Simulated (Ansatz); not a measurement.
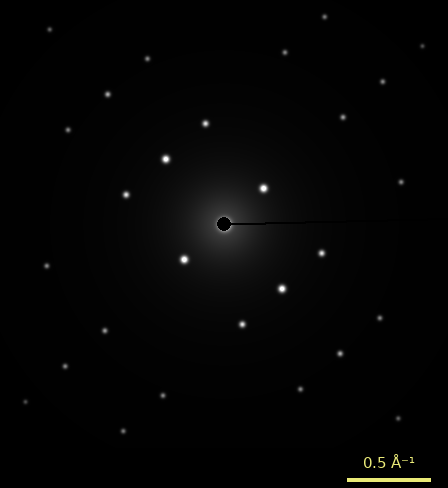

Computed electron diffraction pattern, 120 kV, single scattering only, B = 0.8 Å².

Candidate phases (model or computed cells):
A. Ru, space group Fm-3m (No. 225), a = 3.786 Å
B. Ru, space group Im-3m (No. 229), a = 3.03 Å
C. Ru, space group Fd-3m (No. 227), a = 5.39 Å
D. Ru, space group Fm-3m (No. 225), a = 3.81 Å

Q: Identify the phase and the zone axis.

A: Candidate C (Ru), along [211] or an equivalent direction. The spots form a rectangular net whose two shortest vectors correspond to d = 3.11 Å and 1.91 Å, 90.0° apart. They index as -1 1 1 and 0 -2 2; no zone of the other candidates with indices up to 3 has this net. Some points of the net are extinct or too weak to see.
